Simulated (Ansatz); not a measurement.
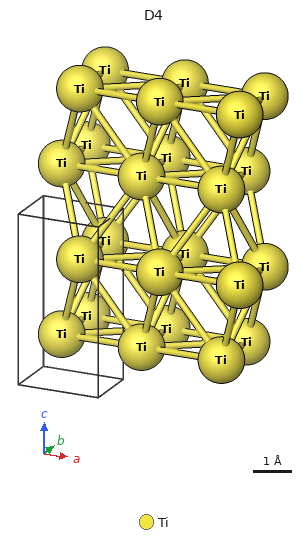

Solid Ti (set up in P6_3/mmc), relaxed (cell and atoms) with several dispersion corrections. The picture shows the result with D4. A ball-and-stick model of the cell of the calculation, repeated 3 × 2 × 2 with one cell outlined, seen slightly off an axis.

Computed with Ansatz 0.2.0: PBE, Ansatz PAW. Settings: plane-wave cutoff 420 eV; k-point mesh 10 × 10 × 6; occupations fermi-dirac; smearing width 0.05 eV; no spin polarisation; cell and atoms relaxed; force threshold 0.01 eV/Å.

```csv
dispersion correction,volume (Å³/atom),a (Å),c (Å)
D4,17.110,2.924,4.620
D3(BJ),16.505,2.890,4.563
D3(BJ)-ATM,16.665,2.900,4.577
none,?,?,?
```

Fill in the missing row.

With none the volume is the largest of the series, above D4 (17.110). The calculation gives 17.398 Å³/atom (a = 2.940 Å, c = 4.648 Å). In order of volume: D3(BJ) < D3(BJ)-ATM < D4 < none; the spread is 5.4 %.

Each member starts from this one structure; whether another phase lies lower wasn't checked.
